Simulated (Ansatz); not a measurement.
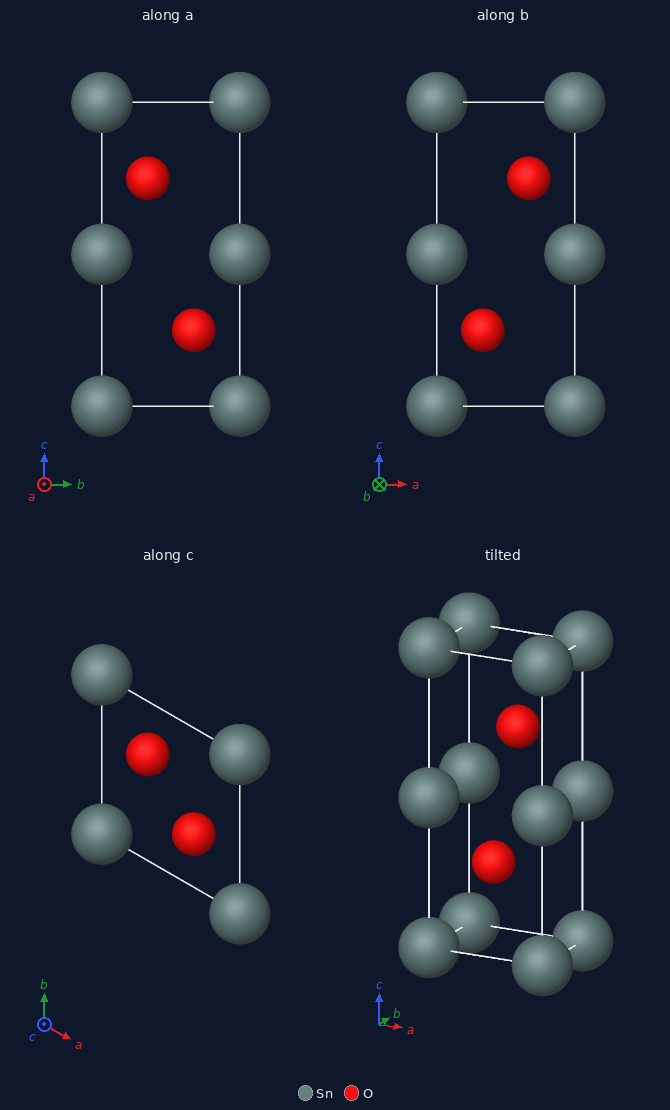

Spheres-only drawing of the structure, looking along the a axis, along the b axis, along the c axis and slightly off an axis. Thin lines show the conventional unit cell, with boundary atoms drawn in all their periodic places.

Lattice parameters: a = 3.385 Å, b = 3.385 Å, c = 6.452 Å, α = 90.00°, β = 90.00°, γ = 120.00°. Put a along x and b in the xy plane.

Q: Convert the drawing into a POSCAR file.

A:
```
Sn O
1.0
     3.385    0.000    0.000
    -1.692    2.931    0.000
     0.000    0.000    6.452
Sn O
2 2
Direct
  0.0000 0.0000 0.0000
  0.0000 0.0000 0.5000
  0.3333 0.6667 0.2500
  0.6667 0.3333 0.7500
```

The starting point was a structure type filled with these elements by a generator (whether the compound takes this form wasn't checked). Earlier steps of the study may have refined or changed the cell and positions. Ansatz was used for an electronic-structure calculation on it.
